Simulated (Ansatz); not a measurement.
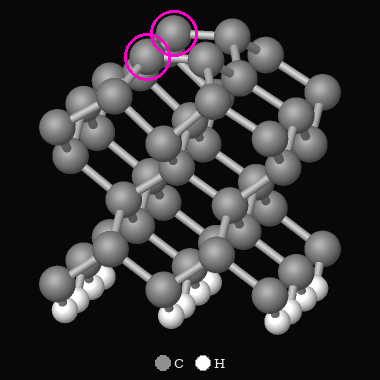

The system is a C(100) slab cut from the Fd-3m phase, its lower face capped with 8 H atoms (36 atoms in the cell); the picture shows the reference structure. Two atoms of the surface dimers are held at set heights. Coordinates scanned: (1) height of C25 above its place in the flat dimer; (2) height of C26 above its place in the flat dimer. Relaxed at each point: all atoms of the upper layers, but for the two heights. The scan uses a 7 × 7 grid; 28 points were computed and 21 follow by symmetry. Points are written as (first, second). All energies are given in eV relative to the lowest grid point. All numbers below come from Ansatz, DFT LDA, scalar-relativistic, plane waves, PAW. Settings: cutoff 420 eV, k-mesh 5×5×1, gaussian smearing 0.05 eV, no spin polarisation.

Range: height of C25 above its place in the flat dimer from −0.431 to 0.417 Å; height of C26 above its place in the flat dimer from −0.431 to 0.417 Å.

What will the energy surface look like?

Answer. The lowest grid point is at (0.000 Å, 0.000 Å). No other kind of well shows on this grid. The highest grid point, (−0.431 Å, 0.417 Å), lies 3.00 eV above the lowest. Round the minimum the two coordinates are weakly coupled (coupling −0.13 in units of the two stiffnesses).

| second ↓, first → | −0.431 | −0.292 | −0.146 | 0.000 | 0.139 | 0.278 | 0.417 |
| --- | --- | --- | --- | --- | --- | --- | --- |
| 0.417 | 3.00 | 2.10 | 1.49 | 1.22 | 1.27 | 1.59 | 2.17 |
| 0.278 | 2.25 | 1.38 | 0.80 | 0.56 | 0.63 | 0.99 | 1.59 |
| 0.139 | 1.73 | 0.89 | 0.35 | 0.14 | 0.25 | 0.63 | 1.27 |
| 0.000 | 1.47 | 0.67 | 0.16 | 0.00 | 0.14 | 0.56 | 1.22 |
| −0.146 | 1.52 | 0.75 | 0.29 | 0.16 | 0.35 | 0.80 | 1.49 |
| −0.292 | 1.90 | 1.17 | 0.75 | 0.67 | 0.89 | 1.38 | 2.10 |
| −0.431 | 2.59 | 1.90 | 1.52 | 1.47 | 1.73 | 2.25 | 3.00 |

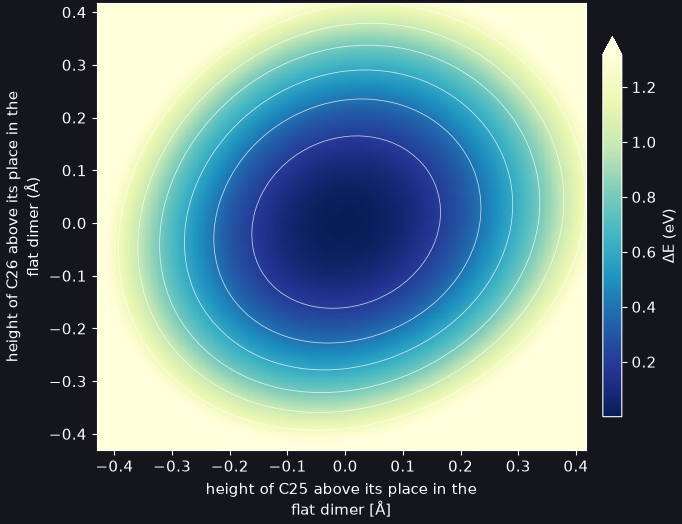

In the figure: a smooth colour map with a few white contour lines, one colour for all values above the top of the scale. Between grid points the surface is interpolated.

Time for the 28 points that were run: 23 min on 4 threads of Arm Neoverse V2, with other jobs on the host.
